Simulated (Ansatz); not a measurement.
# Geometry relaxation of TiSi63 (part 3 of 3)

Continued. System: TiSi63 (defect cell, 64 atoms in the cell). Method: DFT PBE, scalar-relativistic, plane waves, PAW, spin-polarised (Ansatz 0.2.0); cutoff 420 eV, 1×1×1 k-mesh, Gaussian smearing of 0.05 eV, collinear spins. The structure derives from a Materials Project entry.

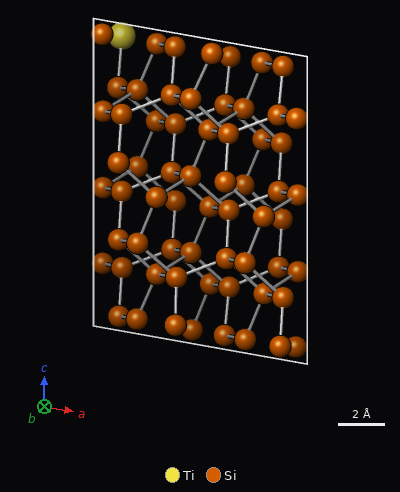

*The geometry at step 3 of the log (ball-and-stick view of the cell of the calculation, along the b axis).*

**Trajectory as extended XYZ (Å, eV, eV/Å), 4 frames, from step=1 to step=4**
```
64
Lattice="6.6509 6.6509 3.8448 -9.9763 3.3254 1.9224 3.3254 -9.9763 9.6119" Properties=species:S:1:pos:R:3:forces:R:3 step=1 energy=-42545.75023
Ti   -5.4768   -5.4466   11.5015   -0.1765   0.2280   0.3185
Si   -2.1363   -2.1363    9.6119   -0.0180   0.0159  -0.1937
Si   -5.4617    1.1892    3.8448    0.0101   0.0292  -0.3017
Si    1.1892    1.1892    7.6895   -0.0180  -0.0288  -0.1939
Si    4.5146    4.5146    5.7672    0.0510   0.0257  -0.1635
Si    1.1892   -5.4617   11.5343    0.0558   0.0222  -0.2632
Si    4.5146   -2.1363    9.6119    0.0311   0.0432  -0.2492
Si   -2.1363   -2.1363    5.7672    0.0196  -0.0025  -0.2484
Si    1.1892    1.1892    3.8448   -0.0004   0.0872  -0.3529
Si    1.1892   -5.4617    7.6895    0.0214  -0.0308  -0.2232
Si   -2.1363    4.5146    9.6119    0.0244   0.0055  -0.2485
Si   -2.1363   -2.1363   13.4567    0.0499  -0.0029  -0.2104
Si    1.1892    1.1892   11.5343   -0.0015  -0.0153  -0.1643
Si   -5.4617    1.1892    7.6895    0.0039   0.0351  -0.2219
Si   -2.1363    4.5146    5.7672    0.0417   0.0196  -0.2271
Si    4.5146   -2.1363   13.4567    0.0446   0.0270  -0.2086
Si   -4.5146    2.1363    1.9224   -0.0022   0.0181   0.3270
Si    2.1363   -4.5146    9.6119    0.0007  -0.0159   0.2741
Si    5.4617   -1.1892    7.6895   -0.0270  -0.0184   0.2464
Si   -1.1892   -1.1892    3.8448   -0.0190  -0.0006   0.2680
Si    2.1254    2.1840    1.9289    0.5278   0.0302   1.2954
Si    2.1363   -4.5146    5.7672    0.0058   0.0030   0.2193
Si   -1.1892    5.4617    7.6895   -0.0178  -0.0326   0.2906
Si   -1.1892   -1.1892   11.5343   -0.0378  -0.0142   0.2473
Si    2.1363    2.1363    9.6119   -0.0052  -0.0259   0.1276
Si   -4.5146    2.1363    5.7672   -0.0245  -0.0057   0.2398
Si   -1.1892    5.4617    3.8448   -0.0189  -0.0567   0.1725
Si   -4.4658   -4.4764    9.5938    0.1787   0.2023  -1.1872
Si   -1.1892   -1.1892    7.6895   -0.0362  -0.0364   0.1840
Si    5.4617   -1.1892   11.5343   -0.0777   0.0052   0.1866
Si    2.1363    2.1363    5.7672    0.0383   0.0569   0.3231
Si    5.4617    5.4617    3.8448    0.1305   0.0783   0.0784
Si    2.1055   -8.8103    9.6318   -1.3455   0.4132  -0.3060
Si   -4.5146   -2.1363    9.6119    0.0237   0.3992  -0.1298
Si   -1.1892    1.1892    7.6895   -0.0123   0.0719  -0.0270
Si   -7.8401    1.1892    3.8448   -0.1082   0.0268  -0.0478
Si   -1.1892   -5.4617   11.5343    0.0039  -0.0257  -0.0442
Si   -4.5146   -2.1363    5.7672   -0.0414   0.0483  -0.0540
Si    2.1363    4.5146    5.7672   -0.0113   0.0465  -0.0788
Si    2.1363   -2.1363    9.6119   -0.0573   0.0189  -0.0583
Si    5.4617    1.1892    7.6895   -0.0365   0.0414  -0.0499
Si   -1.1892    1.1892    3.8448   -0.0209   0.0662  -0.0721
Si    5.4617   -5.4617   11.5343    0.0512   0.3947   0.1018
Si   -1.1892   -5.4617    7.6895   -0.0159   0.0199  -0.0579
Si    2.1363   -2.1363    5.7672   -0.0333   0.0269  -0.0437
Si   -1.1892    1.1892   11.5343   -0.0347   0.0849  -0.0120
Si   -4.5146    4.5146    5.7672   -0.0591   0.0044  -0.0330
Si    2.1363   -2.1363   13.4567   -0.1695   0.0531   0.0325
Si   -2.1363   -4.5146    9.6119    0.4199  -0.0282  -0.0525
Si    1.1892   -1.1892    7.6895    0.0583  -0.0300   0.0678
Si    4.5146    2.1363    5.7672    0.0655  -0.0318   0.0373
Si   -2.1363    2.1363    1.9224   -0.1176  -0.0761   0.1574
Si    4.5146   -4.5146    9.6119    0.0131  -0.0452   0.0233
Si    1.1892   -1.1892    3.8448    0.0530  -0.0470  -0.0020
Si   -2.1454    8.8071    5.7696    0.4096  -1.7433  -0.1010
Si   -2.1363    2.1363    9.6119    0.0259  -0.0557   0.0499
Si    1.1892    5.4617    7.6895    0.0128  -0.0240   0.0606
Si   -5.4617    5.4617    3.8448   -0.0665   0.0556   0.0695
Si    1.1892   -1.1892   11.5343    0.1034  -0.0486   0.0674
Si   -5.4617   -1.1892    7.6895    0.0098  -0.0470   0.0350
Si   -2.1363    2.1363    5.7672    0.0177  -0.0499   0.0455
Si    4.5146    2.1363    9.6119    0.0376  -0.0237   0.0762
Si    1.1892    5.4617    3.8448    0.0549   0.0139   0.0372
Si    7.8401   -1.1892   11.5343    0.0149  -0.1554   0.1678
64
Lattice="6.6509 6.6509 3.8448 -9.9763 3.3254 1.9224 3.3254 -9.9763 9.6119" Properties=species:S:1:pos:R:3:forces:R:3 step=2 energy=-42546.20068
Ti   -5.5133   -5.4671   11.5505   -0.1539  -0.0170   0.1375
Si   -2.1295   -2.1291    9.5990   -0.0342  -0.0262  -0.0404
Si   -5.4699    1.1850    3.8501   -0.0507   0.0253  -0.0778
Si    1.1828    1.1788    7.6789    0.0531   0.0508  -0.0462
Si    4.5471    4.5402    5.7547   -0.0060   0.0066  -0.0491
Si    1.1878   -5.4647   11.5164    0.0390  -0.0683  -0.0589
Si    4.5059   -2.1437    9.5874   -0.0430   0.0293  -0.0402
Si   -2.1370   -2.1368    5.7519   -0.0066  -0.0053  -0.0532
Si    1.1867    1.1980    3.8851    0.0595   0.0724  -0.2074
Si    1.1906   -5.4650    7.6771    0.0348  -0.0449  -0.0686
Si   -2.1386    4.5016    9.6131    0.0262  -0.0317  -0.0676
Si   -2.1032   -2.1164   13.4563   -0.0058  -0.0303  -0.0296
Si    1.1728    1.1684   11.4861    0.0688   0.0701   0.0351
Si   -5.4681    1.1942    7.6814   -0.0068   0.0186  -0.0776
Si   -2.1251    4.5053    5.7635   -0.0035   0.0110  -0.0217
Si    4.5109   -2.1218   13.4560   -0.0134   0.0110  -0.0186
Si   -4.5535    2.1548    1.9489   -0.0319   0.0835   0.1278
Si    2.1509   -4.5294    9.6134    0.0173  -0.0505   0.0764
Si    5.4537   -1.1858    7.6912   -0.0037  -0.0040   0.0464
Si   -1.1820   -1.1749    3.8597   -0.0067  -0.0096   0.0477
Si    2.1755    2.2088    2.0406    0.1046  -0.0812   0.1036
Si    2.1356   -4.5154    5.7709    0.0143  -0.0213   0.0630
Si   -1.1834    5.4295    7.7097    0.0319  -0.0240   0.0946
Si   -1.1824   -1.1845   11.5335   -0.0149  -0.0159   0.0660
Si    2.1371    2.1339    9.5959   -0.0468  -0.0483   0.0612
Si   -4.5201    2.1403    5.7783   -0.0214   0.0179   0.0595
Si   -1.1771    5.4242    3.8427    0.0314  -0.0227  -0.0233
Si   -4.4686   -4.4739    9.5228   -0.1076  -0.0814  -0.0828
Si   -1.1917   -1.1910    7.6843   -0.0019  -0.0082   0.0570
Si    5.4162   -1.1840   11.5257   -0.0281   0.0399  -0.0057
Si    2.1575    2.1590    5.8032   -0.0342  -0.0205   0.1041
Si    5.4954    5.4960    3.8413    0.1777   0.1218   0.0123
Si    1.9750   -8.7675    9.6187   -0.0691   0.0840  -0.1046
Si   -4.5047   -2.1080    9.5868    0.0171   0.0524  -0.0095
Si   -1.1928    1.1877    7.6904   -0.0021   0.0095  -0.0206
Si   -7.8426    1.1478    3.8778   -0.0777   0.0587  -0.0881
Si   -1.1902   -5.4451   11.5311   -0.0491  -0.0065  -0.0082
Si   -4.5144   -2.1380    5.7585   -0.0077   0.0207  -0.0116
Si    2.1657    4.5361    5.7714   -0.0061  -0.0001  -0.0129
Si    2.1312   -2.1534    9.5954   -0.0236   0.0022  -0.0287
Si    5.4618    1.1924    7.6857   -0.0069   0.0263  -0.0232
Si   -1.1931    1.2015    3.8546    0.0126  -0.0171  -0.0315
Si    5.4980   -5.4146   11.5634    0.0255   0.0589  -0.0165
Si   -1.1853   -5.4610    7.6678    0.0034   0.0393   0.0378
Si    2.1329   -2.1387    5.7671   -0.0148   0.0204  -0.0182
Si   -1.2047    1.1928   11.5275    0.0262  -0.0454  -0.0086
Si   -4.5036    4.5181    5.7777    0.0242   0.0229  -0.0579
Si    2.1364   -2.1836   13.4197   -0.0784   0.0698   0.1066
Si   -2.1117   -4.5078    9.5890    0.0631  -0.0022   0.0140
Si    1.1865   -1.1969    7.6876   -0.0062  -0.0224   0.0046
Si    4.5360    2.1585    5.7714    0.0127  -0.0123   0.0079
Si   -2.1902    2.1383    1.9600    0.0199  -0.0673  -0.0545
Si    4.5334   -4.5224    9.6152   -0.0144  -0.0603  -0.0014
Si    1.1942   -1.1846    3.8546   -0.0282   0.0055   0.0034
Si   -2.1065    8.6702    5.7616    0.0676  -0.1557  -0.0578
Si   -2.1465    2.1269    9.6090    0.0039  -0.0319   0.0395
Si    1.1928    5.4595    7.6911    0.0397  -0.0158   0.0152
Si   -5.4269    5.4850    3.8623   -0.0967   0.0567   0.0210
Si    1.1961   -1.2089   11.5184   -0.0313   0.0241   0.0162
Si   -5.4650   -1.1830    7.6724    0.0258   0.0123   0.0508
Si   -2.1432    2.1308    5.7776    0.0095  -0.0047   0.0137
Si    4.5143    2.1383    9.6044    0.0161  -0.0009   0.0160
Si    1.2025    5.4818    3.8651    0.0419   0.0049  -0.0309
Si    7.7846   -1.1884   11.5054    0.0655  -0.0732   0.1141
64
Lattice="6.6509 6.6509 3.8448 -9.9763 3.3254 1.9224 3.3254 -9.9763 9.6119" Properties=species:S:1:pos:R:3:forces:R:3 step=3 energy=-42546.23836
Ti   -5.5464   -5.4773   11.5931   -0.0581  -0.0503   0.0327
Si   -2.1385   -2.1363    9.5981   -0.0138  -0.0097   0.0142
Si   -5.4864    1.1906    3.8543   -0.0087  -0.0017   0.0036
Si    1.1897    1.1812    7.6780   -0.0052  -0.0085   0.0181
Si    4.5587    4.5497    5.7362   -0.0109  -0.0009   0.0310
Si    1.1874   -5.4870   11.5121    0.0045  -0.0041  -0.0021
Si    4.4861   -2.1442    9.5797   -0.0247   0.0032   0.0052
Si   -2.1386   -2.1392    5.7484   -0.0108  -0.0063   0.0119
Si    1.1967    1.2110    3.8683   -0.0109  -0.0120  -0.0248
Si    1.1951   -5.4791    7.6691    0.0108   0.0070   0.0232
Si   -2.1305    4.4852    9.6122    0.0021  -0.0151   0.0108
Si   -2.0892   -2.1051   13.4676    0.0105   0.0081  -0.0149
Si    1.1755    1.1666   11.4951    0.0113   0.0118   0.0010
Si   -5.4735    1.2033    7.6717    0.0070   0.0074   0.0236
Si   -2.1051    4.5101    5.7596    0.0106  -0.0118   0.0186
Si    4.5089   -2.1052   13.4585   -0.0118   0.0055   0.0134
Si   -4.5713    2.1715    1.9669   -0.0181   0.0130   0.0002
Si    2.1481   -4.5475    9.6164    0.0121  -0.0194   0.0006
Si    5.4487   -1.1856    7.6921   -0.0145   0.0102  -0.0118
Si   -1.1873   -1.1762    3.8582    0.0068   0.0087   0.0052
Si    2.2009    2.2206    2.0514    0.0198  -0.0086  -0.0662
Si    2.1409   -4.5196    5.7723    0.0009   0.0014  -0.0141
Si   -1.1680    5.4222    7.7214    0.0163  -0.0127  -0.0214
Si   -1.1863   -1.1957   11.5357   -0.0010  -0.0068  -0.0023
Si    2.1351    2.1290    9.6062    0.0025   0.0069   0.0010
Si   -4.5192    2.1529    5.7775   -0.0020   0.0045  -0.0142
Si   -1.1606    5.4155    3.8285    0.0189  -0.0086  -0.0063
Si   -4.4927   -4.4903    9.5430   -0.0519  -0.0507   0.0534
Si   -1.1984   -1.1945    7.6888    0.0135   0.0129  -0.0341
Si    5.3993   -1.1738   11.5170   -0.0162   0.0139  -0.0108
Si    2.1612    2.1616    5.8059    0.0034   0.0040   0.0134
Si    5.5283    5.5211    3.8390    0.0413   0.0141  -0.0023
Si    1.9442   -8.7529    9.6070    0.0627   0.0043   0.0063
Si   -4.5099   -2.1155    9.5894    0.0074   0.0184   0.0099
Si   -1.1892    1.1863    7.6871   -0.0115  -0.0117   0.0040
Si   -7.8567    1.1433    3.8781   -0.0134  -0.0101   0.0099
Si   -1.1951   -5.4353   11.5366    0.0158   0.0154  -0.0037
Si   -4.5150   -2.1387    5.7645    0.0151   0.0044  -0.0076
Si    2.1758    4.5412    5.7651    0.0054   0.0032  -0.0055
Si    2.1119   -2.1668    9.5901    0.0220  -0.0036  -0.0048
Si    5.4663    1.1959    7.6817    0.0142  -0.0018   0.0093
Si   -1.1866    1.1995    3.8490   -0.0057  -0.0164  -0.0090
Si    5.5155   -5.3987   11.5602   -0.0103   0.0133   0.0022
Si   -1.1836   -5.4512    7.6753    0.0054  -0.0036  -0.0100
Si    2.1259   -2.1380    5.7591    0.0087  -0.0104   0.0025
Si   -1.2017    1.1773   11.5288    0.0013  -0.0186  -0.0068
Si   -4.4841    4.5316    5.7715    0.0050  -0.0084   0.0074
Si    2.1347   -2.1893   13.4138   -0.0061  -0.0078  -0.0115
Si   -2.1246   -4.5119    9.5953    0.0139  -0.0037   0.0089
Si    1.1795   -1.1990    7.6827   -0.0111  -0.0110   0.0049
Si    4.5441    2.1648    5.7659    0.0111   0.0058  -0.0043
Si   -2.2076    2.1202    1.9603   -0.0074  -0.0197  -0.0028
Si    4.5283   -4.5284    9.6148    0.0171   0.0157   0.0025
Si    1.1867   -1.1751    3.8508   -0.0172  -0.0071  -0.0096
Si   -2.0865    8.6492    5.7537   -0.0179   0.0801  -0.0152
Si   -2.1486    2.1096    9.6136   -0.0053   0.0114  -0.0044
Si    1.2083    5.4617    7.6922   -0.0017   0.0137   0.0024
Si   -5.4168    5.5038    3.8683    0.0041   0.0060   0.0114
Si    1.1897   -1.2113   11.5172   -0.0139   0.0072  -0.0023
Si   -5.4595   -1.1758    7.6797   -0.0064   0.0069  -0.0142
Si   -2.1378    2.1330    5.7738   -0.0119   0.0133  -0.0048
Si    4.5160    2.1360    9.6059    0.0110   0.0196  -0.0039
Si    1.2203    5.4967    3.8588   -0.0096  -0.0010   0.0018
Si    7.7705   -1.1998   11.4959   -0.0044  -0.0088  -0.0189
64
Lattice="6.6509 6.6509 3.8448 -9.9763 3.3254 1.9224 3.3254 -9.9763 9.6119" Properties=species:S:1:pos:R:3:forces:R:3 step=4 energy=-42546.24413
Ti   -5.5642   -5.4860   11.6140   -0.0145  -0.0254   0.0104
Si   -2.1424   -2.1406    9.5951   -0.0089  -0.0078   0.0022
Si   -5.4949    1.1935    3.8536   -0.0018   0.0018   0.0084
Si    1.1888    1.1783    7.6812   -0.0051  -0.0064   0.0032
Si    4.5611    4.5532    5.7387   -0.0043  -0.0052  -0.0014
Si    1.1923   -5.4936   11.5106   -0.0003  -0.0023   0.0034
Si    4.4821   -2.1391    9.5785   -0.0041   0.0006   0.0047
Si   -2.1399   -2.1378    5.7490    0.0014   0.0040   0.0093
Si    1.1999    1.2122    3.8578   -0.0099  -0.0115   0.0104
Si    1.1988   -5.4810    7.6720    0.0047   0.0008   0.0102
Si   -2.1250    4.4816    9.6116   -0.0020  -0.0025   0.0100
Si   -2.0819   -2.0990   13.4683    0.0031   0.0054   0.0195
Si    1.1767    1.1696   11.4988   -0.0005  -0.0015   0.0007
Si   -5.4729    1.2054    7.6730   -0.0024   0.0022   0.0126
Si   -2.0984    4.5052    5.7591    0.0030  -0.0071   0.0114
Si    4.5021   -2.1000   13.4596   -0.0023   0.0058   0.0050
Si   -4.5820    2.1799    1.9689   -0.0010   0.0012  -0.0046
Si    2.1576   -4.5539    9.6185    0.0037  -0.0029  -0.0013
Si    5.4452   -1.1794    7.6920   -0.0006   0.0040  -0.0022
Si   -1.1868   -1.1751    3.8614    0.0019   0.0013  -0.0069
Si    2.2135    2.2243    2.0456    0.0051   0.0160  -0.0382
Si    2.1427   -4.5220    5.7727    0.0012   0.0036  -0.0149
Si   -1.1617    5.4165    7.7198    0.0038  -0.0017  -0.0108
Si   -1.1875   -1.1989   11.5305    0.0005  -0.0001  -0.0079
Si    2.1367    2.1306    9.6083    0.0061   0.0063  -0.0011
Si   -4.5221    2.1535    5.7756   -0.0019   0.0011  -0.0093
Si   -1.1553    5.4101    3.8263   -0.0022  -0.0014  -0.0017
Si   -4.5073   -4.5018    9.5636   -0.0036  -0.0049   0.0187
Si   -1.1984   -1.1953    7.6870   -0.0025  -0.0011  -0.0043
Si    5.3913   -1.1678   11.5167    0.0035   0.0009  -0.0129
Si    2.1612    2.1585    5.8065    0.0064   0.0065  -0.0057
Si    5.5350    5.5271    3.8415   -0.0080  -0.0087  -0.0062
Si    1.9350   -8.7489    9.6031    0.0244  -0.0018   0.0100
Si   -4.5127   -2.1203    9.5905    0.0100   0.0040   0.0063
Si   -1.1920    1.1843    7.6851   -0.0021  -0.0052   0.0043
Si   -7.8649    1.1381    3.8757    0.0028  -0.0127   0.0101
Si   -1.1900   -5.4277   11.5383    0.0125   0.0064  -0.0029
Si   -4.5139   -2.1363    5.7629    0.0048   0.0039   0.0005
Si    2.1786    4.5403    5.7637    0.0040   0.0045   0.0040
Si    2.1111   -2.1719    9.5889    0.0001  -0.0025  -0.0009
Si    5.4721    1.2012    7.6835   -0.0026  -0.0029  -0.0039
Si   -1.1860    1.1983    3.8444   -0.0046  -0.0064   0.0004
Si    5.5224   -5.3923   11.5622   -0.0040  -0.0052  -0.0041
Si   -1.1814   -5.4464    7.6771   -0.0082  -0.0055   0.0073
Si    2.1264   -2.1403    5.7574    0.0036   0.0013  -0.0017
Si   -1.2018    1.1728   11.5244   -0.0041  -0.0012  -0.0028
Si   -4.4776    4.5317    5.7754   -0.0017   0.0056   0.0038
Si    2.1288   -2.1937   13.4076    0.0045  -0.0122  -0.0098
Si   -2.1325   -4.5159    9.5984    0.0056   0.0104   0.0067
Si    1.1785   -1.2035    7.6823   -0.0041  -0.0023  -0.0027
Si    4.5471    2.1679    5.7671    0.0024   0.0040   0.0001
Si   -2.2178    2.1141    1.9594   -0.0093  -0.0040  -0.0013
Si    4.5372   -4.5229    9.6162    0.0017   0.0124  -0.0056
Si    1.1851   -1.1761    3.8489   -0.0057  -0.0037  -0.0026
Si   -2.0840    8.6490    5.7484   -0.0059   0.0420   0.0011
Si   -2.1516    2.1076    9.6115    0.0005   0.0016  -0.0023
Si    1.2129    5.4653    7.6902   -0.0029   0.0029  -0.0021
Si   -5.4056    5.5104    3.8733    0.0111  -0.0009  -0.0005
Si    1.1871   -1.2094   11.5127   -0.0015  -0.0045  -0.0053
Si   -5.4581   -1.1746    7.6794   -0.0068  -0.0069   0.0040
Si   -2.1404    2.1297    5.7699    0.0087   0.0051  -0.0069
Si    4.5191    2.1401    9.6069    0.0056   0.0027  -0.0044
Si    1.2237    5.5010    3.8598    0.0022  -0.0002   0.0020
Si    7.7639   -1.2025   11.4883   -0.0099   0.0005  -0.0120
```
